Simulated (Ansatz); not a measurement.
# Calculations on H$_{4}$CO

### Relaxation

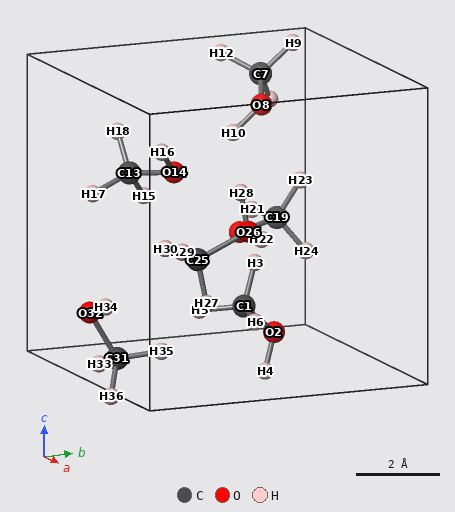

An amorphous cell of composition H4CO, before the relaxation. The picture is a ball-and-stick view of the cell of the calculation, seen from a free direction.

The cell holds 6 CH3OH. The run prepares the start of a later molecular dynamics calculation, from a guessed geometry.

Theory: DFT PBE-D3(BJ), scalar-relativistic, plane waves, PAW (Ansatz 0.2.0).

Input
```yaml
accuracy: low
crystal:
  lattice:
    - [7.380323, 0.0, 0.0]
    - [0.0, 7.380323, 0.0]
    - [0.0, 0.0, 7.380323]
  atoms:
    - { symbol: C, position: [0.6558459, 0.4906446, 0.2400192] }
    - { symbol: O, position: [0.5862895, 0.6296346, 0.1259304] }
    - { symbol: H, position: [0.6366995, 0.5374971, 0.3786994] }
    - { symbol: H, position: [0.6022769, 0.5900823, 0.0016161] }
    - { symbol: H, position: [0.5830741, 0.3621844, 0.2231393] }
    - { symbol: H, position: [0.8008423, 0.4668249, 0.2178524] }
    - { symbol: C, position: [0.008401, 0.8350957, 0.8622157] }
    - { symbol: O, position: [0.1759407, 0.7646556, 0.7978637] }
    - { symbol: H, position: [0.0424549, 0.9355236, 0.9649217] }
    - { symbol: H, position: [0.1481094, 0.674799, 0.7060746] }
    - { symbol: H, position: [-0.0695828, 0.9019775, 0.7548471] }
    - { symbol: H, position: [-0.07641, 0.7303955, 0.924887] }
    - { symbol: C, position: [0.3102736, 0.230504, 0.6424208] }
    - { symbol: O, position: [0.4807101, 0.3160262, 0.6708797] }
    - { symbol: H, position: [0.2383019, 0.3134735, 0.5437795] }
    - { symbol: H, position: [0.546759, 0.2437709, 0.7585765] }
    - { symbol: H, position: [0.3245862, 0.093292, 0.5871878] }
    - { symbol: H, position: [0.2290848, 0.223878, 0.7667074] }
    - { symbol: C, position: [0.1861938, 0.8155022, 0.4150602] }
    - { symbol: O, position: [0.272509, 0.6439067, 0.39841] }
    - { symbol: H, position: [0.0409723, 0.7889569, 0.4149604] }
    - { symbol: H, position: [0.40223, 0.6650365, 0.3982689] }
    - { symbol: H, position: [0.2215044, 0.8842799, 0.5419676] }
    - { symbol: H, position: [0.2177466, 0.9057431, 0.3012899] }
    - { symbol: C, position: [0.9247505, 0.2058108, 0.4763162] }
    - { symbol: O, position: [0.9422452, 0.3790958, 0.5590133] }
    - { symbol: H, position: [0.9522837, 0.2255624, 0.3326299] }
    - { symbol: H, position: [0.9181174, 0.3640023, 0.6873256] }
    - { symbol: H, position: [1.0224864, 0.1075988, 0.5300263] }
    - { symbol: H, position: [0.7878105, 0.1499722, 0.4908823] }
    - { symbol: C, position: [0.6561993, 0.0342859, 0.1043775] }
    - { symbol: O, position: [0.6613482, -0.0659674, 0.268984] }
    - { symbol: H, position: [0.5160816, 0.0305852, 0.0580388] }
    - { symbol: H, position: [0.7854334, -0.0640736, 0.3122656] }
    - { symbol: H, position: [0.6958232, 0.1762175, 0.1235623] }
    - { symbol: H, position: [0.7423016, -0.0256756, -0.0008542] }
basis:
  ecutwfc: 420.0
kpoints:
  mp_grid: { grid: [1, 1, 1] }
hamiltonian:
  xc: pbe
  dispersion: d3bj
scf:
  occupations: { method: fermi_dirac, width: 0.05 }
  lower_state_search: "off"
relax:
  f_tol: 0.3
  max_steps: 15
  adjacent_minimum: "off"
```

Launched with:
```bash
ansatz run input.yaml --threads 1 --pin off --max-ram 3072MiB --backend cpu --events-out ev --progress --plain --runs-dir out
```

Predict the outcome.

Answer. After 13 accepted moves (14 points after the start) the energy has fallen by 49.3 meV per atom. Largest force component: 0.6 eV/Å at the start, 0.22 eV/Å at the end. 1 step only repeated the SCF at the same geometry. The atom that moves furthest is H15 (1.60 Å along [3 3 1]). Largest moves by element: H 1.60 Å, O 1.10 Å, C 1.05 Å. The cell stays as it was. Near-neighbour distances that change, for instance: C13–O14 1.423 → 1.452 Å, C31–H35 1.097 → 1.117 Å, C31–H33 1.090 → 1.108 Å, O8–H10 0.970 → 0.985 Å. Among the angles between lasting bonds that change: O14–C13–H18 112.3° → 110.1°. Cost: 45 s on 1 thread of Arm Neoverse V1 (shared host), peak memory 0.4 GiB.

History of the run:

```
step  E − E(0), meV/atom  largest force component, eV/Å                         note
   0                0.00                         0.5962                             
   1              -11.88                         0.3713                             
   2              -18.78                         0.8095                             
   3              -24.52                         0.9410                             
   4              -29.24                         0.7389                             
   5              -33.11                         1.0323                             
   6              -36.14                         0.8228                             
   7              -39.48                         0.7214                             
   8              -42.40                         0.3267                             
   9              -44.63                         0.2211                             
  10              -46.48                         0.1773                             
  11              -47.37                         0.4413                             
  12              -48.32                         0.4380                             
  13              -49.35                         0.2244                             
  14              -49.35                         0.2246  same geometry, SCF repeated
```

The structure at the end:

```
CELL_PARAMETERS angstrom
7.38032 0.00000 0.00000
0.00000 7.38032 0.00000
0.00000 0.00000 7.38032
ATOMIC_POSITIONS crystal
C 0.67015 0.48209 0.20474
O 0.55003 0.58978 0.09784
H 0.68421 0.54821 0.33736
H 0.53726 0.52936 0.97962
H 0.61548 0.34469 0.22718
H 0.80576 0.47126 0.14239
C 0.01086 0.79685 0.87918
O 0.13512 0.66841 0.80870
H 0.08950 0.90651 0.94239
H 0.06185 0.57644 0.74551
H 0.92443 0.85688 0.77256
H 0.92125 0.73798 0.98396
C 0.41062 0.32854 0.66953
O 0.56495 0.35151 0.78941
H 0.39722 0.45304 0.59012
H 0.57976 0.23967 0.85755
H 0.43228 0.21289 0.57810
H 0.28652 0.30882 0.74913
C 0.17082 0.76438 0.36163
O 0.22419 0.59001 0.29723
H 0.03036 0.75327 0.40976
H 0.32997 0.60532 0.21737
H 0.25407 0.80957 0.47773
H 0.17654 0.86820 0.25385
C 0.95725 0.27690 0.51944
O 0.90258 0.42780 0.62932
H 0.05435 0.32818 0.41928
H 0.78503 0.39898 0.68470
H 0.02340 0.17068 0.60131
H 0.84114 0.21572 0.44887
C 0.59931 0.01710 0.11577
O 0.65644 0.97019 0.29459
H 0.48097 0.10811 0.13113
H 0.73868 0.86813 0.28315
H 0.70932 0.09013 0.04191
H 0.55806 0.89550 0.03785
```

After the run, drawn alike:

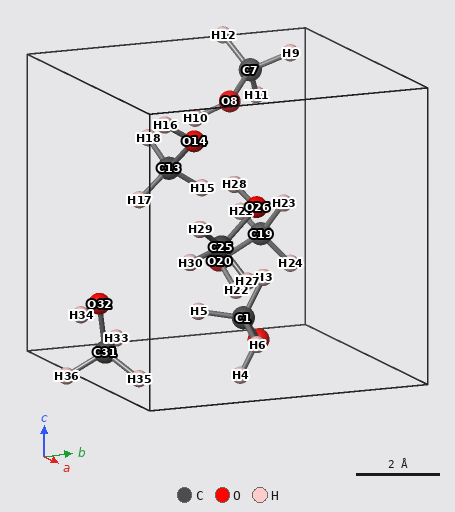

Limits of the set-up: the program's low-accuracy preset was used; the periodic images lie only 7.4 Å apart, so the values are limited by the cell's size.

### Dynamics

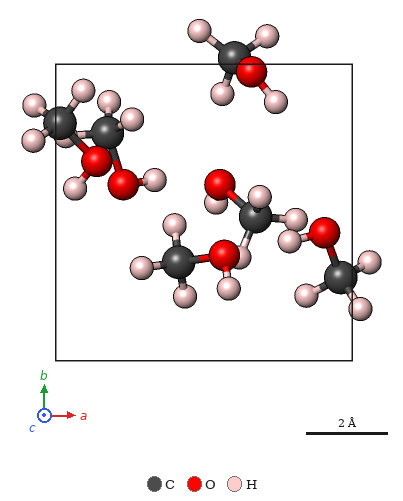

Starting frame of a dynamics run of a periodic cell with 6 CH3OH at 0.794 g/cm³. Style: ball-and-stick. Shown: the simulation cell, along the c axis.

All numbers below come from DFT PBE-D3(BJ), scalar-relativistic, plane waves, PAW in Ansatz 0.2.0.

Input file:
```yaml
accuracy: low
crystal:
  lattice:
    - [7.380323, 0.0, 0.0]
    - [0.0, 7.380323, 0.0]
    - [0.0, 0.0, 7.380323]
  atoms:
    - { symbol: C, position: [0.67014808, 0.48208626, 0.2047419] }
    - { symbol: O, position: [0.55003444, 0.58977635, 0.09783606] }
    - { symbol: H, position: [0.68420504, 0.54820656, 0.33736191] }
    - { symbol: H, position: [0.53726292, 0.52935705, -0.02038337] }
    - { symbol: H, position: [0.61548235, 0.34469375, 0.22717858] }
    - { symbol: H, position: [0.80575671, 0.47126139, 0.1423854] }
    - { symbol: C, position: [0.01085506, 0.79685158, 0.87918287] }
    - { symbol: O, position: [0.13512007, 0.66841454, 0.80869798] }
    - { symbol: H, position: [0.0894971, 0.90650715, 0.94238774] }
    - { symbol: H, position: [0.0618547, 0.57644157, 0.74550867] }
    - { symbol: H, position: [-0.07556774, 0.85687542, 0.7725556] }
    - { symbol: H, position: [-0.07875206, 0.73798368, 0.98395957] }
    - { symbol: C, position: [0.41061862, 0.32854476, 0.66953441] }
    - { symbol: O, position: [0.56494581, 0.35151438, 0.78940897] }
    - { symbol: H, position: [0.39722076, 0.45303575, 0.59011699] }
    - { symbol: H, position: [0.57976159, 0.23967395, 0.85755043] }
    - { symbol: H, position: [0.43227892, 0.21289227, 0.57810394] }
    - { symbol: H, position: [0.28652179, 0.30881993, 0.74912874] }
    - { symbol: C, position: [0.17081545, 0.7643835, 0.36163184] }
    - { symbol: O, position: [0.22418782, 0.59000825, 0.29722744] }
    - { symbol: H, position: [0.03035839, 0.75326564, 0.40976098] }
    - { symbol: H, position: [0.32997077, 0.60532029, 0.21736714] }
    - { symbol: H, position: [0.25406757, 0.80956797, 0.47772759] }
    - { symbol: H, position: [0.17654227, 0.86819723, 0.2538537] }
    - { symbol: C, position: [0.95724923, 0.27690285, 0.51944238] }
    - { symbol: O, position: [0.9025761, 0.42780263, 0.62931531] }
    - { symbol: H, position: [1.05434659, 0.32818363, 0.4192842] }
    - { symbol: H, position: [0.78502968, 0.39897625, 0.68470052] }
    - { symbol: H, position: [1.02339799, 0.17067828, 0.60131191] }
    - { symbol: H, position: [0.84113647, 0.21572256, 0.44887088] }
    - { symbol: C, position: [0.59931011, 0.0170955, 0.11577425] }
    - { symbol: O, position: [0.65644004, -0.02980935, 0.29458801] }
    - { symbol: H, position: [0.480966, 0.10810845, 0.13112555] }
    - { symbol: H, position: [0.73868047, -0.13187049, 0.28314588] }
    - { symbol: H, position: [0.70931699, 0.09012794, 0.04191062] }
    - { symbol: H, position: [0.55805802, -0.10449849, 0.0378483] }
basis:
  ecutwfc: 420.0
kpoints:
  mp_grid: { grid: [1, 1, 1] }
hamiltonian:
  xc: pbe
  dispersion: d3bj
scf:
  occupations: { method: fermi_dirac, width: 0.05 }
  lower_state_search: "off"
md:
  timestep: 0.5
  n_steps: 300
  ensemble: nvt_langevin
  temperature: 500.0
  initial_velocities: maxwell_boltzmann
  seed: 322020
  friction: 0.02
```

Run as
```bash
ansatz run input.yaml --threads 1 --pin off --max-ram 3072MiB --backend cpu --events-out ev --progress --plain --runs-dir out
```

### What does the trajectory do?

Over the second half the temperature averages 531 K (spread ±44 K). The potential energy in the second half lies on average 61.3 meV per atom above the first frame. In the second half of the run the atoms are, in the root-mean-square, this far from where they began (common drift taken out): H 0.88 Å, O 0.51 Å, C 0.45 Å. The heavy atoms stay within a fraction of a molecule's size of their starting places, while the hydrogen atoms travel further, as molecules turn; so short a run doesn't tell a liquid from a solid.

Along the run (each row but the first and the last is the mean over the interval that it begins):

| time (fs) | potential energy (meV/atom) | T (K) |
| --- | --- | --- |
| 0.0 | 0.0 | 486 |
| 25.0 | 43.0 | 439 |
| 50.0 | 51.5 | 404 |
| 75.0 | 58.0 | 514 |
| 100.0 | 61.7 | 551 |
| 125.0 | 63.9 | 528 |
| 150.0 | 72.6 | 570 |

The paths of the atoms:

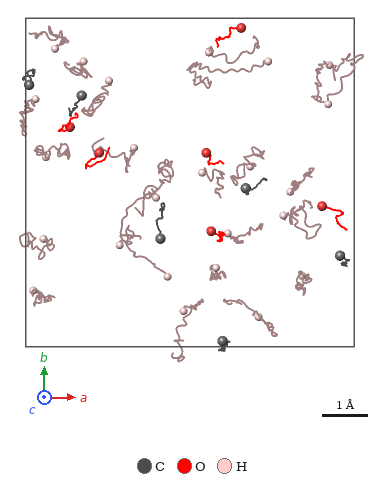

Limits of the set-up: the program's low-accuracy preset was used; the periodic images lie only 7.4 Å apart, so the values are limited by the cell's size.

### Energy conservation

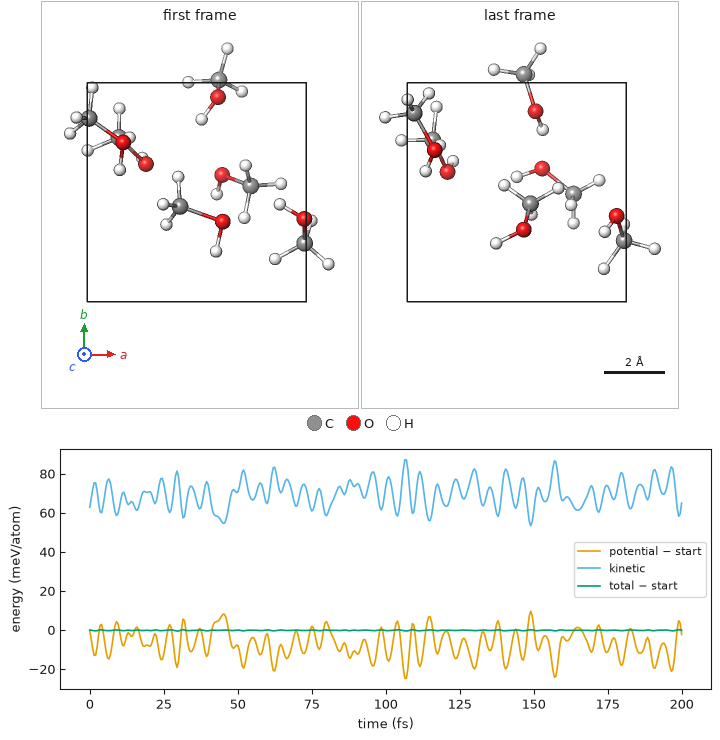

A Born-Oppenheimer molecular dynamics run of a periodic cell with 6 CH3OH at 0.794 g/cm³, 200 fs long. It starts from the last geometry of an earlier run, with fresh velocities. Style: ball-and-stick. Shown: the simulation cell, along the c axis.

All numbers below come from Ansatz, DFT PBE-D3(BJ), scalar-relativistic, plane waves, PAW. Run with plane-wave cutoff 420 eV; k-point mesh 1 × 1 × 1; Fermi-Dirac smearing 0.05 eV; low-accuracy preset; constant energy (NVE); velocities drawn for 500 K; time step 0.5 fs.

Question: Check the integration.

Answer: The total energy stays between −0.5 and 0.24 meV per atom of its start. A straight-line fit has a slope that amounts to +0.03 meV per atom over 200 fs (under 0.1 % of the mean kinetic energy), and the ripple about it is 2.0 % of the kinetic energy's fluctuation. With a drift under 2 % and a ripple under 7 %, the integration is accurate. The mean temperature in the second half is 559 K (standard deviation 56 K). The potential energy in the second half lies on average 7.5 meV per atom below the first frame.

Limits of the set-up: the program's low-accuracy preset was used; the periodic images lie only 7.4 Å apart, so the values are limited by the cell's size.

The run took 14 min on 1 thread of Arm Neoverse V1, on a shared host, peak memory 0.4 GiB.
